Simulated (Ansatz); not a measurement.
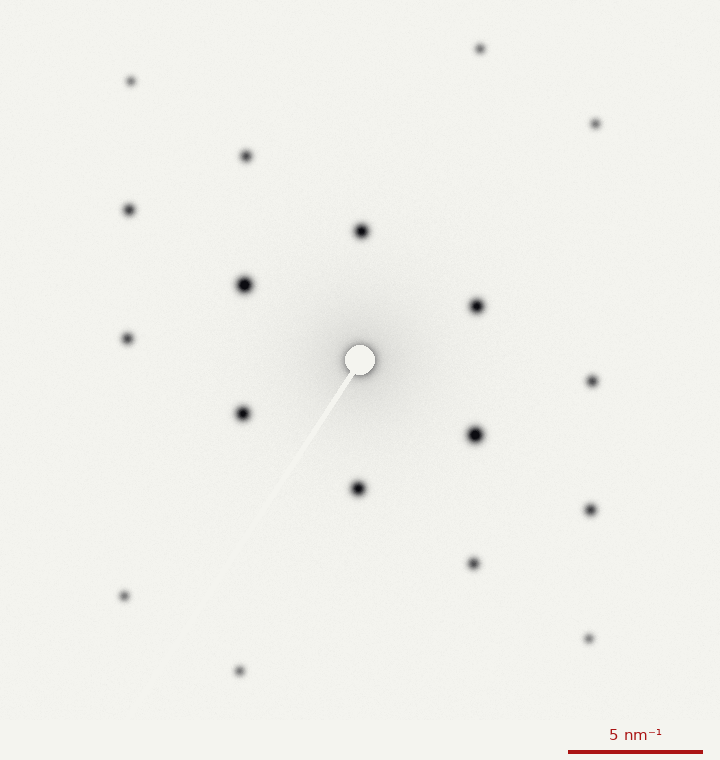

Computed electron diffraction pattern, 300 kV, single scattering only, B = 0.5 Å².

It belongs to Ni, space group Fddd (No. 70), a = 2.451 Å, b = 4.371 Å, c = 8.390 Å. Structure: the input geometry of an electronic-structure calculation (not necessarily at equilibrium); the starting structure was generated, so it need not be a known form of this composition.

| atom | site | symmetry | x | y | z |
| --- | --- | --- | --- | --- | --- |
| Ni | 8b | 222 | 0.5000 | 0.0000 | 0.0000 |

**Measure the pattern against the scale bar and name the zone.**

The spots form a centred rectangular net with both shortest vectors at d = 2.07 Å, 64.6° apart. They index as 1 -1 1 and 1 1 -1, so the zone axis is [011] (or an equivalent direction of <011>).

**Which reflections of this zone are missing, and why?**

The lattice centring (F) removes all reflections that break h + k = 2n, h + l = 2n; a glide plane extinguishes reflections such as 2 0 0; reflections such as 2 -2 2, 2 2 -2, 2 4 -4 are allowed by the space group but vanish because the atoms sit on special positions. In a thicker crystal double diffraction can put intensity into those places emptied by glide planes or screw axes that lie on the net of the visible spots, but never into those emptied by centring.

**List the strongest reflections.**

Strongest reflections with d > 0.80 Å, one of each family (|F|² from tabulated Gaussian fits of the electron scattering factors, times a small damping for the curvature of the Ewald sphere):

```
   hkl  d (Å)  I (strongest = 100)
0 2 -2  1.938                  100
1 1 -1  2.072                   57
0 4 -4  0.969                   19
1 3 -3  1.143                   16
3 1 -1  0.799                    5
```
